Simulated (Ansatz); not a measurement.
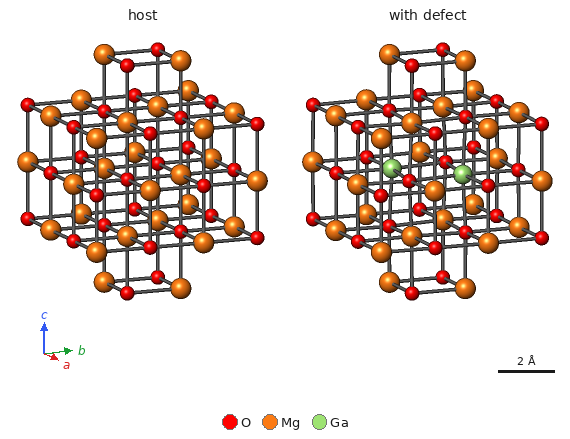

Left: perfect MgO. Right: the same region with a pair of point defects, after relaxing the atoms in a supercell of 64 sites. A ball-and-stick model of the atoms within 5.3 Å of one point, seen slightly off an axis.

These are results of DFT, PBEsol, PAW, plane waves in Ansatz 0.2.0, not measurements. Set-up: plane-wave cutoff 420 eV; k-point mesh 1 × 1 × 1; mesh shifted by (0.25, 0.25, 0.25); no spin polarisation. Fermi-Dirac smearing of 0.01 eV. The axes drawn are those of the host's conventional cell.

Question: What kind of defect was made?

Answer: Two magnesium atoms are replaced by gallium, the two sites 3.0 Å apart.

The charge state of the cell is 0.

Question: How does the lattice respond?

Answer: One site: in the host the Mg atom has 6 O at 2.11 Å; the Ga atom ends with 6 O at 2.14 to 2.25 Å. The other site: in the host the Mg atom has 6 O at 2.11 Å; the Ga atom ends with 6 O at 2.14 to 2.26 Å. Of the host's atoms, an oxygen atom moves furthest from its site, by 0.29 Å. The Ga atom itself moves 0.11 Å from where it was put. The Ga atom itself moves 0.11 Å from where it was put.

Limits of the set-up: the periodic images lie only 8.4 Å apart, so the values are limited by the cell's size.
